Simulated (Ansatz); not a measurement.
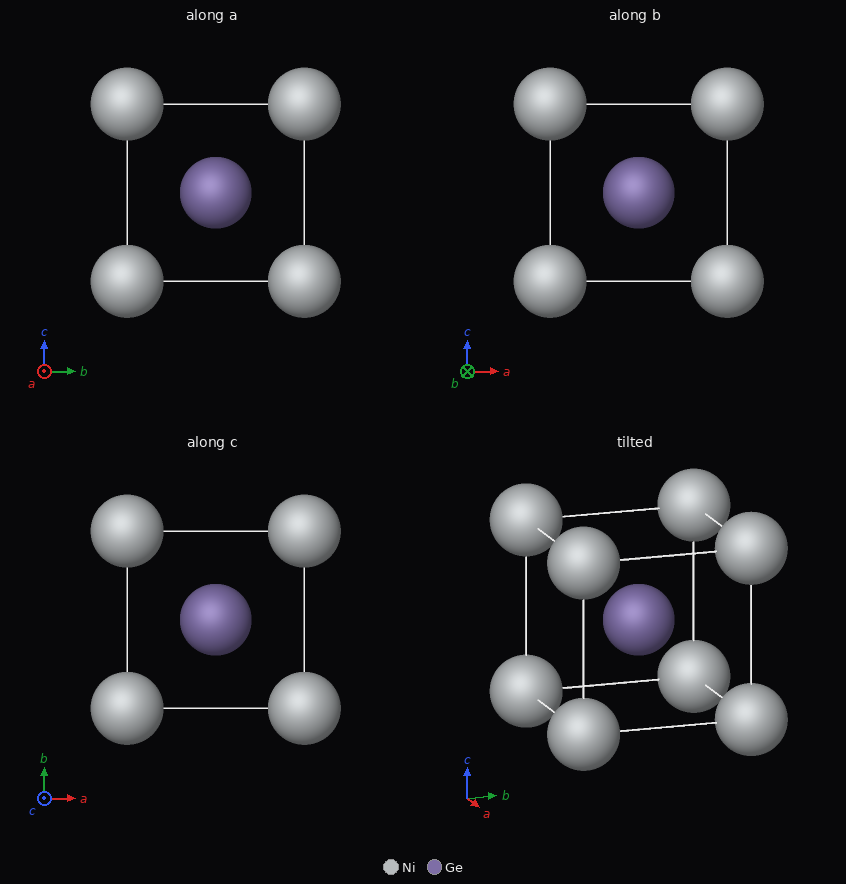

Spheres-only representation of a periodic structure, projected along the a axis, along the b axis, along the c axis and slightly off an axis. The parallelepiped is the conventional unit cell.

Lattice parameters: a = 2.9767 Å, b = 2.9767 Å, c = 2.9767 Å, α = 90.000°, β = 90.000°, γ = 90.000°.

> Write down what is shown as a CIF with its space group and independent sites.

```cif
data_structure
_symmetry_space_group_name_H-M 'P m -3 m'
_symmetry_Int_Tables_number 221
_cell_length_a 2.9767
_cell_length_b 2.9767
_cell_length_c 2.9767
_cell_angle_alpha 90.000
_cell_angle_beta 90.000
_cell_angle_gamma 90.000
_cell_volume 26.38
loop_
_atom_site_label
_atom_site_type_symbol
_atom_site_symmetry_multiplicity
_atom_site_Wyckoff_symbol
_atom_site_fract_x
_atom_site_fract_y
_atom_site_fract_z
_atom_site_occupancy
Ni1 Ni 1 a 0.0000 0.0000 0.0000 1
Ge1 Ge 1 b 0.5000 0.5000 0.5000 1
```

The initial geometry was a structure type filled with these elements by a generator (whether the compound takes this form wasn't checked). Earlier steps of the study may have refined or changed the cell and positions. It was run through Ansatz as a DFT input.
